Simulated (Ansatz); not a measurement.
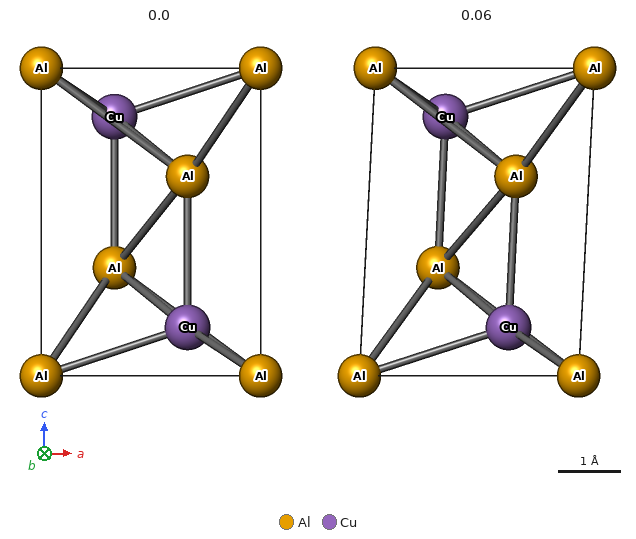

A crystal of Al3Cu2 (set up in P-3m1), under shear of c along a (cell held, atoms relaxed), with energies (extrapolated to zero smearing) counted from the relaxed crystal, which is the row at zero. The picture shows the first and the last member. A ball-and-stick model of the cell of the calculation, seen along the b axis.

Computed with Ansatz 0.2.0: DFT PBEsol, scalar-relativistic, plane waves, PAW. Set-up: plane-wave cutoff 420 eV; k-point mesh 12 × 12 × 8; occupations gaussian; smearing width 0.1 eV; no spin polarisation; atoms relaxed in a fixed cell; force threshold 0.008 eV/Å.

```csv
strain,energy (meV/atom),a (Å),c (Å)
0.0,0.00,4.099,4.982
0.01,0.19,4.099,4.982
0.02,?,?,?
0.03,1.94,4.099,4.984
0.04,3.44,4.099,4.986
0.06,7.77,4.099,4.991
```

Fill in the missing row.

A parabola through three neighbouring rows (0.0, 0.01, 0.03) gives, with Lagrange weights, (−0.3333)(0.00) + (1.0000)(0.19) + (0.3333)(1.94) = 0.84 meV/atom. The calculation gives 0.83 meV/atom (a = 4.099 Å, c = 4.983 Å). The estimate is 0.01 meV/atom too high. From the first member to the last: Cu–Cu 2.841 → 2.759 Å, Cu–Cu 2.841 → 2.922 Å, Al–Al 2.944 → 3.016 Å.

The whole series:

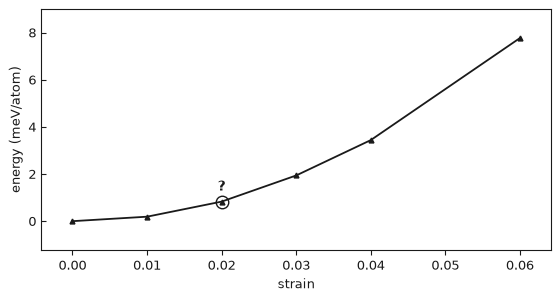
